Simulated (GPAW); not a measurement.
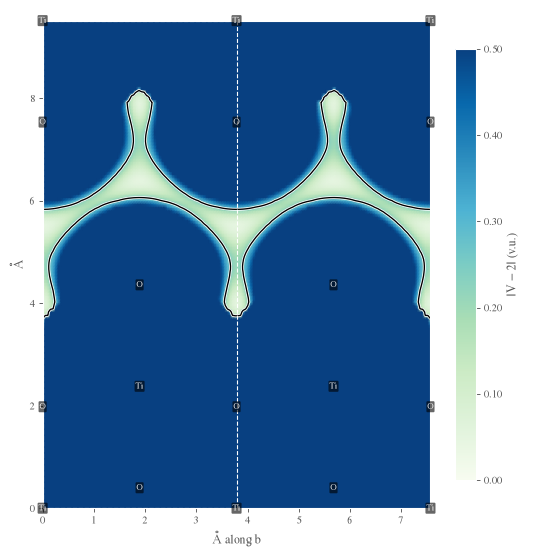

Bond-valence mismatch |V − 2| for Mg2+ in TiO2 (I4_1/amd) on the section x = 0.000 (parallel to b and c; the dashed line is one cell); the black line is the 0.25 v.u. contour, and values above the scale's top are cut off.

At each point the valence sum V of a Mg2+ ion is computed from the anions within 5 Å (s = exp((R0 − d)/b), R0 fitted to published crystal structures with b = 0.37 Å; R0: Mg2+–O 1.677 Å). Points too close to the other cations are excluded (2.2 Å from Ti). Mg2+ is a guest here, not part of the formula. This is an empirical screen for pathways, not an energy calculation.

Origin of the cell: an entry of the Crystallography Open Database, as set up for an electronic-structure calculation.

```yaml
crystal:
  lattice:
    - [3.78420, 0.00000, 0.00000]
    - [0.00000, 3.78420, 0.00000]
    - [0.00000, 0.00000, 9.51460]
  atoms:
    - { symbol: Ti, position: [0.00000, 0.50000, 0.25000] }
    - { symbol: Ti, position: [0.00000, 0.00000, 0.00000] }
    - { symbol: O, position: [0.50000, 0.50000, 0.29190] }
    - { symbol: O, position: [0.00000, 0.50000, 0.04190] }
    - { symbol: O, position: [0.00000, 0.50000, 0.45810] }
    - { symbol: O, position: [0.00000, 0.00000, 0.20810] }
    - { symbol: Ti, position: [0.50000, 0.00000, 0.75000] }
    - { symbol: Ti, position: [0.50000, 0.50000, 0.50000] }
    - { symbol: O, position: [0.00000, 0.00000, 0.79190] }
    - { symbol: O, position: [0.50000, 0.00000, 0.54190] }
    - { symbol: O, position: [0.50000, 0.00000, 0.95810] }
    - { symbol: O, position: [0.50000, 0.50000, 0.70810] }
```

> In the whole crystal, how are the regions below 0.25 v.u. connected?

The regions form a three-dimensional network.

> At which mismatch do paths open?

From a mismatch of about 0.20 v.u. the regions form a three-dimensional network. These are grid estimates, good to about 0.1 v.u.
